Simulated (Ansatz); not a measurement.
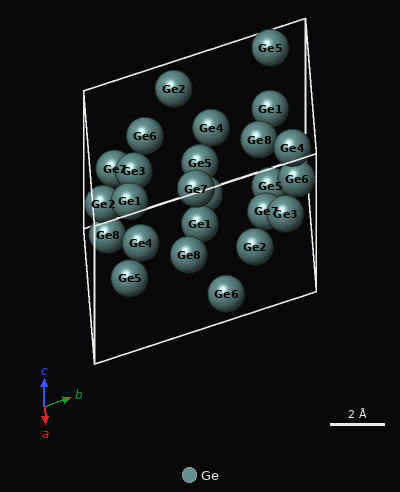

**Figure 1.** The structure as given in the input (spheres-only view of the cell 3 times as large as that of the calculation, set on its symmetry axes, seen at an oblique angle; atoms are numbered from 1 in the order of the input). An atom can appear more than once, as a periodic image.

**Ge: one change and its effect**

System: Ge (R3, 8 atoms in the cell).
Method of the first run: DFT PBEsol, scalar-relativistic, plane waves, PAW, no spin polarisation (Ansatz 0.2.0).

The structure derives from a Materials Project entry. Text and figures count atoms from 1; the logs count them from 0 in places.

**Input, the first run**
```yaml
crystal:
  lattice:
    - [-3.469663098, 3.469663098, 3.469663098]
    - [3.469663098, -3.469663098, 3.469663098]
    - [3.469663098, 3.469663098, -3.469663098]
  atoms:
    - { symbol: Ge, position: [0.5, 0.0, 0.7625586056] }
    - { symbol: Ge, position: [0.7958385093, 0.5, 0.0] }
    - { symbol: Ge, position: [0.0, 0.7958385093, 0.5] }
    - { symbol: Ge, position: [0.7041614907, 0.7041614907, 0.7041614907] }
    - { symbol: Ge, position: [0.5, 0.0, 0.2041614907] }
    - { symbol: Ge, position: [0.2041614907, 0.5, 0.0] }
    - { symbol: Ge, position: [0.0, 0.2041614907, 0.5] }
    - { symbol: Ge, position: [0.2958385093, 0.2958385093, 0.2958385093] }
basis:
  ecutwfc: 420
kpoints:
  mp_grid: { grid: [8, 8, 8] }
hamiltonian:
  xc: pbesol
scf:
  occupations: { method: gaussian, width: 0.15 }
output:
  forces: true
  stress: true
  eigenvalues: true
```

Command:
```bash
ansatz run input.yaml --threads 2 --pin off --max-ram 5120MiB --backend cpu --events-out ev --progress --plain --runs-dir out
```

Hardware: 2 threads of Arm Neoverse V2, 24 GiB of memory available, shared host.

**Output, shortened to warnings, some set-up lines, iterations and results (the first run)**
```
Basis set: ecut = 420 eV, 3319 PW (Γ), exchange–correlation on 90×90×90 points (8 copies of the dense FFT grid, shifted against one another)
Symmetry: 3 space group operations
k-points: 90 of 512 (time reversal used)
Initial density: superposition of atomic densities (neutral atoms: chi_scale 0, normalization atom), corrected by the library's trained network
[...]
SCF iter   1: F=—  HF=-34026.970314 eV  |F-HF|=—  |Δ(HF+E_count)|=         —  Δρ=2.15e-3  dr2=6.17e-3  ethr=1.77e-3  ⟨swp⟩=5.3  Hψ=21292  notcnv=0
SCF iter   2: F=—  HF=-34026.964692 eV  |F-HF|=—  |Δ(HF+E_count)|=   5.62e-3  Δρ=1.51e-3  dr2=3.07e-3  ethr=5.51e-6  ⟨swp⟩=2.1  Hψ=12144  notcnv=0
SCF iter   3: F=—  HF=-34026.965021 eV  |F-HF|=—  |Δ(HF+E_count)|=   3.28e-4  Δρ=8.71e-4  dr2=4.85e-4  ethr=2.74e-6  ⟨swp⟩=2.0  Hψ=10761  notcnv=0
SCF iter   4: F=—  HF=-34026.964187 eV  |F-HF|=—  |Δ(HF+E_count)|=   8.34e-4  Δρ=2.79e-4  dr2=9.16e-5  ethr=4.33e-7  ⟨swp⟩=2.0  Hψ=10757  notcnv=0
SCF iter   5: F=—  HF=-34026.964225 eV  |F-HF|=—  |Δ(HF+E_count)|=   3.86e-5  Δρ=1.52e-4  dr2=1.83e-5  ethr=8.18e-8  ⟨swp⟩=2.0  Hψ=8548  notcnv=0
SCF iter   6: F=—  HF=-34026.964219 eV  |F-HF|=—  |Δ(HF+E_count)|=   6.69e-6  Δρ=2.38e-5  dr2=5.04e-7  ethr=1.63e-8  ⟨swp⟩=2.0  Hψ=9317  notcnv=0
SCF iter   7: F=—  HF=-34026.964218 eV  |F-HF|=—  |Δ(HF+E_count)|=   1.73e-7  Δρ=1.04e-5  dr2=8.37e-8  ethr=8.93e-11  ⟨swp⟩=7.7  Hψ=26082  notcnv=0
SCF iter   8: F=-34026.964218 eV  HF=-34026.964218 eV  |F-HF|=3.86e-8  |Δ(HF+E_count)|=   9.12e-8  Δρ=5.15e-6  dr2=2.08e-8  ethr=7.48e-11  ⟨swp⟩=4.0  Hψ=17349  notcnv=0
SCF 1 converged in 8 iterations: F = -34026.964218 eV  dr2 = 2.08e-8
SCF converged after 8 iterations
Free energy (F): -34026.964218 eV
Harris-Foulkes:  -34026.964218 eV  (|F-HF|=3.86e-8)
Internal energy: -34026.944675 eV  (E = F + TS)
E sigma→0 (E₀):  -34026.954447 eV
Entropy (-TS):   -0.019543 eV (-2.443 meV/atom)
Fermi energy:    9.389379 eV
--- Per-component energies (eV) ---
  E_band       = -1097.329456
  E_kinetic    = 890.182339
  E_local      = -18673.813833  (includes V_loc(G=0)·N_el)
  E_nonlocal   = 3355.959422
  E_hartree    = 8172.228157
  E_xc         = -599.706496
  E_vxc        = -517.657854  (∫ρ·V_xc dr)
  E_paw        = -15827.631781  (= ΣΔE_a)
  E_vpaw       = -2496.479013  (= ΣTr[D̂ρ^β])
  E_aug_tail   = 0.002359  (compensation charges beyond the density's cutoff)
  E_ewald      = -11351.508331
  E_core_change = 7.343490  (= ΣΔE_core)
  E_smearing   = -0.019543  (= −TS)
  E_closure    = -0.000000  (closes the sum)
  Σ components = -34026.964218   (vs F -34026.964218, Δ=0.00e0)
--- Forces (eV/Å), atoms counted from 1 ---
  atom   1  Ge     0.44420733     0.44420733    -0.44420733
  atom   2  Ge     0.11956132    -0.02807118     0.08734950
  atom   3  Ge    -0.02807118    -0.08734950    -0.11956132
  atom   4  Ge    -0.08734950     0.11956132     0.02807118
  atom   5  Ge    -0.34674725    -0.34674725     0.34674725
  atom   6  Ge    -0.04183095    -0.01447800     0.04529000
  atom   7  Ge    -0.01447800    -0.04529000     0.04183095
  atom   8  Ge    -0.04529000    -0.04183095     0.01447800
  max |Σ_I F_I| component: 1.78e-6 eV/Å
--- Stress (GPa, compression-positive) ---
       -0.354839      -0.855888       0.855888
       -0.855888      -0.354839       0.855888
        0.855888       0.855888      -0.354839
  P = ⅓ Tr σ = -0.3548 GPa (-3.548 kbar)
```

The input of the second run differs as follows (lines with − go, lines with + come):
```diff
-    - { symbol: Ge, position: [0.5, 0.0, 0.7625586056] }
+    - { symbol: Ge, position: [0.5, 0.0, 0.8158064515] }
```

How does the second run compare with the first run?

With the same functional and potentials, the second run lies 4.3 meV per atom lower. The pressure goes from −0.35 to 0.45 GPa. The largest force goes from 0.769 to 1.153 eV/Å. The number of SCF iterations is the same.

**Output, shortened to warnings, some set-up lines, iterations and results (the second run)**
```
Basis set: ecut = 420 eV, 3319 PW (Γ), exchange–correlation on 90×90×90 points (8 copies of the dense FFT grid, shifted against one another)
Symmetry: 3 space group operations
k-points: 90 of 512 (time reversal used)
Initial density: superposition of atomic densities (neutral atoms: chi_scale 0, normalization atom), corrected by the library's trained network
[...]
SCF iter   1: F=—  HF=-34027.004686 eV  |F-HF|=—  |Δ(HF+E_count)|=         —  Δρ=2.08e-3  dr2=6.26e-3  ethr=1.77e-3  ⟨swp⟩=5.4  Hψ=21283  notcnv=0
SCF iter   2: F=—  HF=-34026.998821 eV  |F-HF|=—  |Δ(HF+E_count)|=   5.87e-3  Δρ=1.47e-3  dr2=3.08e-3  ethr=5.59e-6  ⟨swp⟩=2.4  Hψ=12156  notcnv=0
SCF iter   3: F=—  HF=-34026.999010 eV  |F-HF|=—  |Δ(HF+E_count)|=   1.89e-4  Δρ=8.32e-4  dr2=4.49e-4  ethr=2.75e-6  ⟨swp⟩=2.0  Hψ=10806  notcnv=0
SCF iter   4: F=—  HF=-34026.998240 eV  |F-HF|=—  |Δ(HF+E_count)|=   7.70e-4  Δρ=2.29e-4  dr2=7.40e-5  ethr=4.01e-7  ⟨swp⟩=2.0  Hψ=10805  notcnv=0
SCF iter   5: F=—  HF=-34026.998296 eV  |F-HF|=—  |Δ(HF+E_count)|=   5.62e-5  Δρ=1.46e-4  dr2=1.78e-5  ethr=6.61e-8  ⟨swp⟩=2.0  Hψ=7096  notcnv=0
SCF iter   6: F=—  HF=-34026.998291 eV  |F-HF|=—  |Δ(HF+E_count)|=   5.06e-6  Δρ=3.01e-5  dr2=7.74e-7  ethr=1.59e-8  ⟨swp⟩=2.0  Hψ=9364  notcnv=0
SCF iter   7: F=—  HF=-34026.998291 eV  |F-HF|=—  |Δ(HF+E_count)|=   4.00e-7  Δρ=8.48e-6  dr2=6.74e-8  ethr=8.93e-11  ⟨swp⟩=5.9  Hψ=26328  notcnv=0
SCF iter   8: F=-34026.998291 eV  HF=-34026.998291 eV  |F-HF|=2.39e-8  |Δ(HF+E_count)|=   7.93e-8  Δρ=4.36e-6  dr2=1.62e-8  ethr=6.01e-11  ⟨swp⟩=4.0  Hψ=17753  notcnv=0
SCF 1 converged in 8 iterations: F = -34026.998291 eV  dr2 = 1.62e-8
SCF converged after 8 iterations
Free energy (F): -34026.998291 eV
Harris-Foulkes:  -34026.998291 eV  (|F-HF|=2.39e-8)
Internal energy: -34026.984024 eV  (E = F + TS)
E sigma→0 (E₀):  -34026.991157 eV
Entropy (-TS):   -0.014267 eV (-1.783 meV/atom)
Fermi energy:    9.423196 eV
--- Per-component energies (eV) ---
  E_band       = -1097.633506
  E_kinetic    = 891.539796
  E_local      = -18740.756643  (includes V_loc(G=0)·N_el)
  E_nonlocal   = 3357.249802
  E_hartree    = 8205.575973
  E_xc         = -600.205250
  E_vxc        = -518.339486  (∫ρ·V_xc dr)
  E_paw        = -15828.717692  (= ΣΔE_a)
  E_vpaw       = -2498.497900  (= ΣTr[D̂ρ^β])
  E_aug_tail   = 0.002293  (compensation charges beyond the density's cutoff)
  E_ewald      = -11319.015793
  E_core_change = 7.343490  (= ΣΔE_core)
  E_smearing   = -0.014267  (= −TS)
  E_closure    = -0.000000  (closes the sum)
  Σ components = -34026.998291   (vs F -34026.998291, Δ=0.00e0)
--- Forces (eV/Å), atoms counted from 1 ---
  atom   1  Ge    -0.66567730    -0.66567730     0.66567730
  atom   2  Ge    -0.06815730     0.03186413    -0.11249038
  atom   3  Ge     0.03186413     0.11249038     0.06815730
  atom   4  Ge     0.11249038    -0.06815730    -0.03186413
  atom   5  Ge     0.53510873     0.53510873    -0.53510873
  atom   6  Ge     0.01053241     0.01224853    -0.03159173
  atom   7  Ge     0.01224853     0.03159173    -0.01053241
  atom   8  Ge     0.03159173     0.01053241    -0.01224853
  max |Σ_I F_I| component: 1.31e-6 eV/Å
--- Stress (GPa, compression-positive) ---
        0.452007       0.836154      -0.836154
        0.836154       0.452007      -0.836154
       -0.836154      -0.836154       0.452007
  P = ⅓ Tr σ = 0.4520 GPa (4.520 kbar)
```

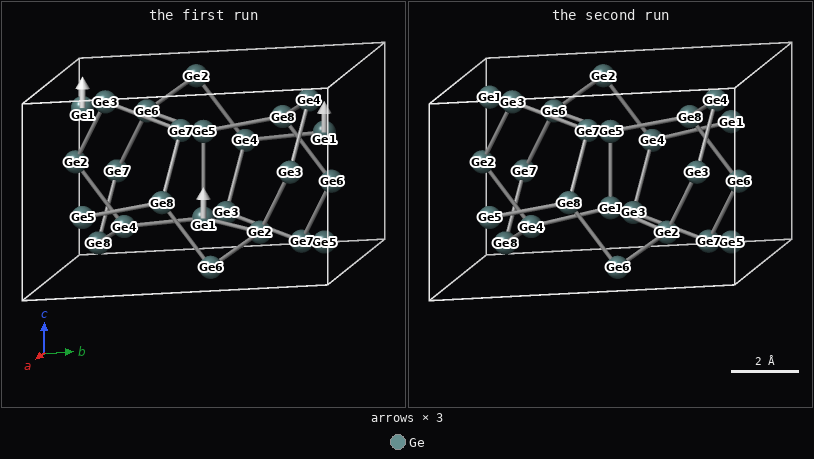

**Figure 2.** The two input geometries at one scale (ball-and-stick view of the cell 3 times as large as that of the calculation, set on its symmetry axes, seen slightly off an axis). The white arrows on the first give the shifts of the atoms relative to the cell, magnified 3 times. The largest move is that of Ge1, 0.32 Å. The lattice vectors keep their values. Among the contacts that change: Ge1–Ge5 2.654 → 2.334 Å, Ge1–Ge2 2.473 → 2.515 Å.

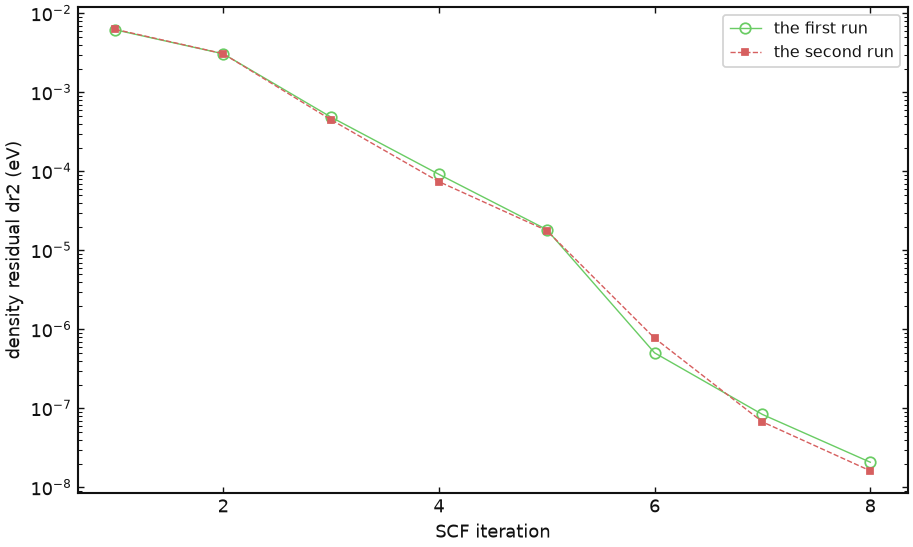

**Figure 3.** Convergence of the two runs: density residual dr2 against the SCF iteration. The first run takes 8 iterations in all, and the second run takes 8.

**The two runs side by side**

```tsv
quantity	the first run	the second run
outcome	converged	converged
free energy per atom (eV)	−4253.3705	−4253.3748
energy per atom, smearing taken to zero (eV)	−4253.3693	−4253.3739
gap on the mesh (eV)	0.00	0.00
pressure (GPa)	−0.35	0.45
largest force (eV/Å)	0.769	1.153
SCF iterations	8	8
irreducible k-points	90	90
plane waves at Γ	3319	3319
wall time (shared host)	48 s	49 s
```
